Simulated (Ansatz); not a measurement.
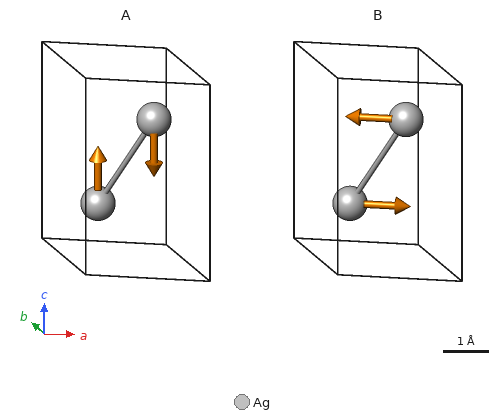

Modes of solid Ag relaxed at 18 GPa, space group P6₃/mmc (No. 194), at the zone centre (one member of each degenerate set). The orange arrows give the relative displacements of the atoms. A ball-and-stick model of the cell of the calculation, seen from a free direction.

Theory: Ansatz, DFT PBE, scalar-relativistic, plane waves, PAW.

The frequencies depend somewhat on the k-mesh and the smearing.

Which are infrared-active and which Raman-active?

Answer. A is B₁g, silent by symmetry (neither infrared- nor Raman-active) (219 cm⁻¹). B is E₂g, Raman-active by symmetry (84 cm⁻¹). The crystal has a centre of inversion, so no mode is both. In a metal the free carriers screen the infrared response.
